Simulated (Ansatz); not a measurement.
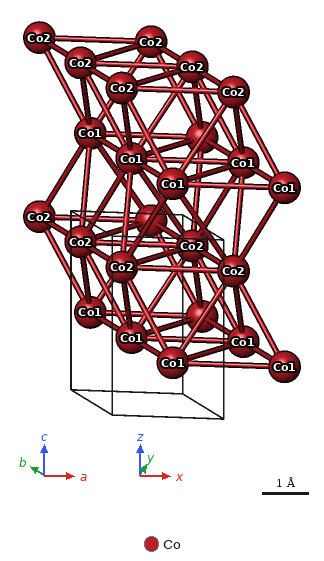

Solid Co (P-3m1): the cell is strained along x alone, with the atoms kept at their fractional coordinates. x, y and z are the Cartesian axes of the input. The picture shows the reference cell. A ball-and-stick model of the cell of the calculation, repeated 2 × 3 × 2 with one cell outlined, seen slightly off an axis.

Method: Ansatz 0.2.0, DFT PBEsol, scalar-relativistic, plane waves, PAW. Settings: plane-wave cutoff 420 eV; k-point mesh 24 × 24 × 12; occupations gaussian; smearing width 0.15 eV; collinear spin. Energies (free energies at the smearing named) are counted from the cell as listed in its source, which wasn't relaxed.

```
Co
1.0
     2.48736    0.00000    0.00000
    -1.24368    2.15412    0.00000
     0.00000    0.00000    4.06329
Co
2
Direct
  0.66667 0.33333 0.25986
  0.33333 0.66667 0.74014
```

Q: What energies does the calculation give (the strain: −0.020, −0.010, 0.000, 0.005, 0.015, 0.020)?

A:
```csv
strain,energy change (meV/atom)
−0.020,−6.8
−0.010,−4.8
0.000,0.0
0.005,3.3
0.015,11.8
0.020,16.8
```

The lowest computed point lies at the strain −0.02 (−6.8 meV/atom). The energy is still falling at the end of the range, so the minimum along this coordinate lies there or beyond. The unrelaxed reference is under a pressure of −9.5 GPa, which tilts the curve. The distortion takes the space group from P-3m1 to C2/m. At the strain −0.02 the cell of the drawing goes a 2.487 → 2.438 Å, b 2.487 → 2.475 Å, γ 120.0° → 119.5°.

As a plot:

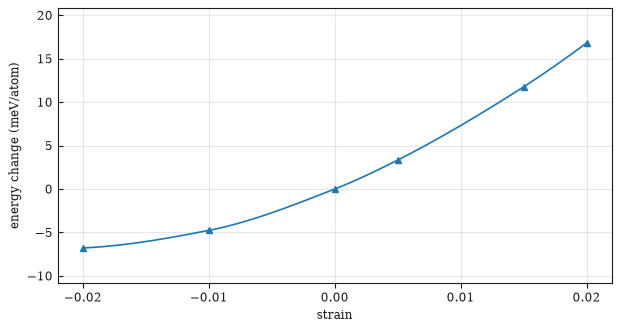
